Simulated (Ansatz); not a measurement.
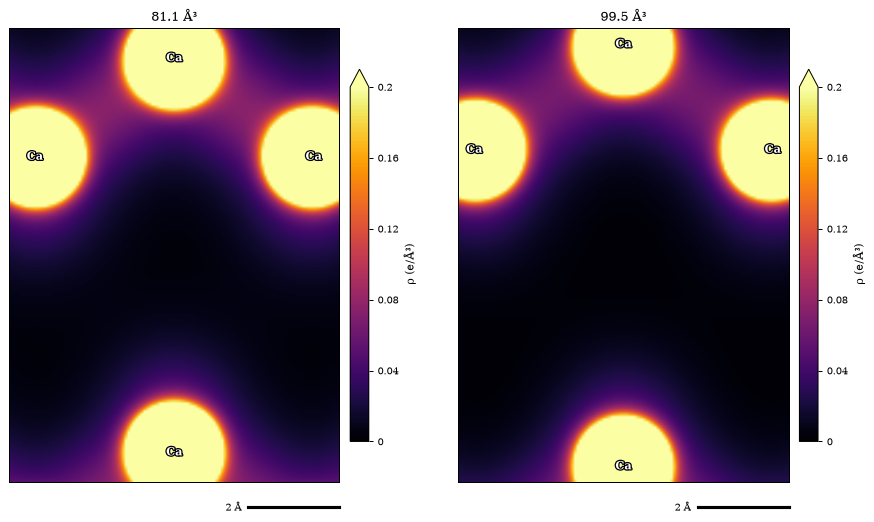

Ca. The valence electron density of cells scaled evenly to different volumes (given per atom above each panel), on the (011̄) plane of each (indices in the axes of the cell below), at one length scale and on one colour scale.

A generated structure, not necessarily the stable one.

Computed with DFT, BLYP, plane waves (420 eV) with PAW, scalar-relativistic (Ansatz 0.2.0).

The density is the valence pseudo-density of a PAW calculation; it isn't the true density close to the nuclei.

The largest cell:

```yaml
crystal:
  lattice:
    - [0.00000, 4.63403, 4.63403]
    - [4.63403, 0.00000, 4.63403]
    - [4.63403, 4.63403, 0.00000]
  atoms:
    - { symbol: Ca, position: [0.12500, 0.12500, 0.12500] }
    - { symbol: Ca, position: [0.87500, 0.87500, 0.87500] }
```

| volume (Å³/atom) | Ca–Ca contact in the plane (Å) | ρ at its midpoint (e/Å³) | pressure (GPa) | 
| --- | --- | --- | --- |
| 81.08 | 3.748 | 0.074 | 0.5 | 
| 92.14 | 3.912 | ? | ? | 
| 99.51 | 4.013 | 0.065 | −0.2 | 

Question: What values belong in the row with question marks?

Answer: Over the known rows ln ρ falls by 0.49 per Å of Ca–Ca distance (the line through the two), which gives 0.068 e/Å³ at 3.912 Å; the calculation gives 0.069 e/Å³. For the pressure, a straight line in volume between the neighbouring rows gives 0.1 GPa; the calculation gives 0.0.
